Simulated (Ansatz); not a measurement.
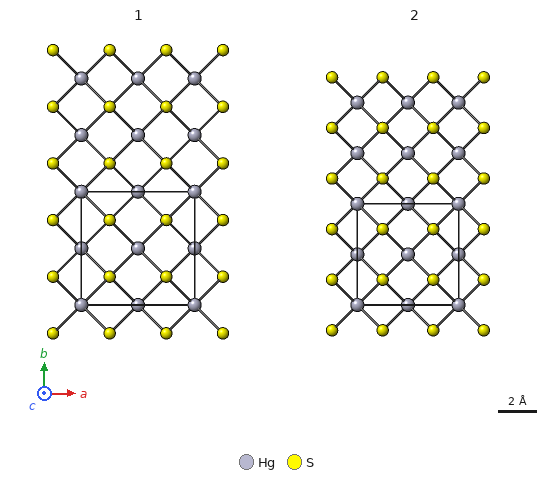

Two geometries of solid HgS (built on the zincblende type), drawn at one scale. One is the start of a relaxation, the other its converged end. The picture is a ball-and-stick view of the conventional cell (4 times the calculation's cell), repeated 1 × 2 × 1 with one cell outlined, seen along the c axis. Lengths and directions refer to the drawn axes.

Level of theory: DFT, PBE, plane waves, PAW in Ansatz 0.2.0. Settings: plane-wave cutoff 420 eV; k-point mesh 8 × 8 × 8; occupations fermi dirac; smearing width 0.02 eV; no spin polarisation; cell and atoms relaxed; force threshold 0.005 eV/Å.

> Which of the two is the end point?

Structure 1 is the relaxed one. After 6 accepted moves (8 points after the start) the energy has fallen by 675 meV per atom. All forces vanish by symmetry, so only the cell relaxes. Pressure: 38.92 GPa at the start and 0.00 GPa at the end. The SCF was repeated twice at an unchanged geometry on a basis and grid sized afresh for the cell, which shifted the energy by 6.7 meV per atom at most. No atom moves by more than 0.005 Å relative to the cell. The drawn cell changes as follows: a = b = c 5.353 → 5.992 Å (+11.9 %); the volume changes by +40.3 %. Among the contacts that change: Hg–S 2.318 → 2.594 Å. The space group stays F-43m (No. 216).
